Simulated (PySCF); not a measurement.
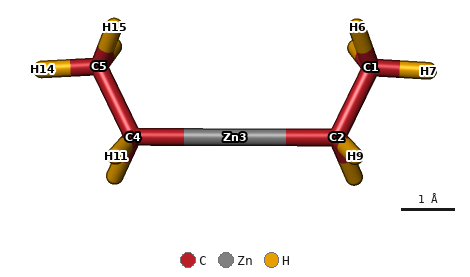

Figure 1. The structure (stick view, seen at a tilt; atoms are numbered from 1 in the order of the input). Sticks mark near contacts. Bond lengths as drawn: C–C 1.53 Å, C–H 1.09 to 1.10 Å and C–Zn 1.96 Å.

# Run report: C4H10Zn, single-point calculation

System: C4H10Zn.
Method: RPA (PBE)/6-31G*, RKS (PySCF 2.14.0).

The geometry comes from this level: PBE0-D4/def2-TZVP.

### Input (run.py)
```python
from pyscf import gto, dft
from pyscf.gw.rpa import RPA

system = gto.M(
    atom='''
C      0.444596     3.742036     3.415415
C      1.963425     1.296598     3.172964
Zn     0.985133    -0.906842     0.366380
C      0.000718    -3.104423    -2.442622
C     -2.187056    -2.138414    -4.063176
H     -1.569493     3.376090     3.699838
H      1.077673     4.893880     5.015371
H      0.604807     4.922245     1.726397
H      1.817482     0.198742     4.923700
H      3.977496     1.734561     2.964432
H     -0.468255    -4.964443    -1.660257
H      1.673485    -3.410993    -3.625685
H     -1.756708    -0.314715    -4.935133
H     -2.650190    -3.445197    -5.601129
H     -3.913113    -1.879144    -2.956458
''',
    basis='6-31g*',
    verbose=3,
    unit='bohr',
    max_memory=1860,
    spin=0,
)

mf = dft.RKS(system, xc='pbe')
mf.grids.level = 5
mf.conv_tol = 1e-10
mf.kernel()
if not mf.converged:
    mf = mf.newton().run(mf.mo_coeff, mf.mo_occ)

rpa = RPA(mf, frozen=9)
rpa.kernel()
e_exx = mf.to_hf().energy_tot(mf.make_rdm1())
energy = e_exx + rpa.e_corr
print('E(%s) = %.9f' % ('PBE', energy))
```

Hardware: 1 thread of Arm Neoverse V1, 24 GiB of memory available, shared host.

Launched with:
```bash
OMP_NUM_THREADS=1 python run.py
```

### The program's output
```
[file] SyntaxWarning: invalid escape sequence '\W'
  S = {(paw_set(r)[0], bool(re.search(r"spin_orbit\W+true|paw_fr", str((r.get("files") or {}).get("input") or "")) or re.search("(?i)spin.orbit\W+(value\W+)?(true|yes)|value\W+spin-orbit", json.dumps(r.get("inputs"), default=str)))) for r in records}
converged SCF energy = -1936.98200025924

WARN: Even tempered Gaussians are generated as DF auxbasis for  Zn

E(RPA) = -1935.98671313947  E_corr = -1.27602656496183  E_hf = -1934.71068657451
E(PBE) = -1935.983815874
```

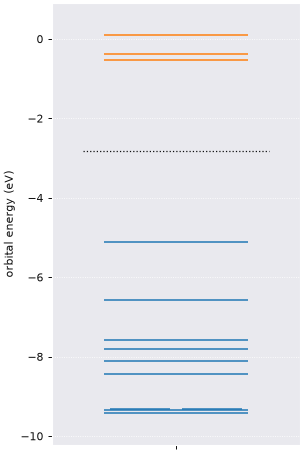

Figure 2. Orbital energies near the frontier (SCF reference); the dotted line parts filled from empty levels, and levels within 0.02 eV of each other stand side by side. Highest filled −5.12 eV, lowest empty −0.54 eV, 4.58 eV apart.

### Results in brief

| quantity | value |
| --- | --- |
| outcome | converged |
| total energy | −1935.983816 hartree |
| SCF energy | −1936.982000 hartree |
| correlation energy | −1.276027 hartree |
| basis functions | 110 |
| HOMO of the SCF reference | −5.12 eV |
| LUMO of the SCF reference | −0.54 eV |
| wall time | 59 s |
| peak memory | 0.6 GiB |
